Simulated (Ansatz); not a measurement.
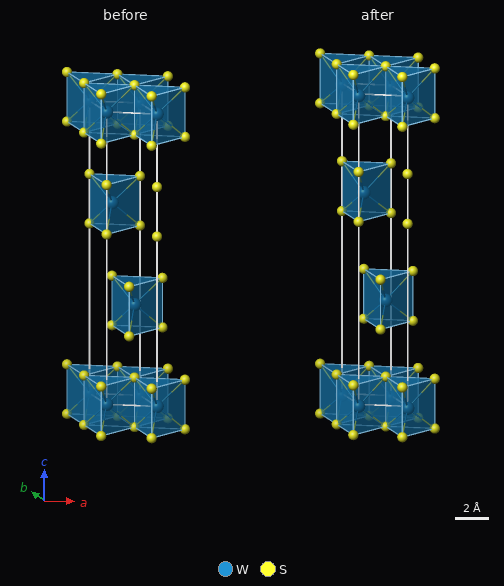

Left: crystalline WS$_{2}$ (set up in R3m) in its unrelaxed database cell. Right: the same structure after one change, at the same scale. A polyhedral model of the conventional cell (3 times the calculation's cell), seen slightly off an axis. Lengths and directions refer to the drawn axes.

Computed with DFT PBEsol, scalar-relativistic, plane waves, PAW in Ansatz. (plane-wave cutoff 420 eV; k-point mesh 12 × 12 × 12; occupations gaussian; smearing width 0.02 eV; no spin polarisation)

What distinguishes the right structure from the left one?

Answer. The cell is strained by +6.2 % along c and −2.8 % across it (volume +0.2 %) and atoms are displaced by up to 0.14 Å (root mean square over those that move 0.11 Å) relative to the cell: W 0.11 Å along −c. No relaxation follows.

What does the change do?

Answer. Among the bonded contacts that change: S–W 2.415 → 2.275 Å, S–W 2.391 → 2.470 Å. The space group stays R3m (No. 160). Energy change: +154 meV per atom. The pressure goes from −0.6 to 10.2 GPa. The principal stresses (compression positive) are 6.1 GPa along c and 12.3 GPa across it. The largest force is 5.3 eV/Å, on the W atom, along +c. The forces mostly point back along the displacements (cosine −0.86).
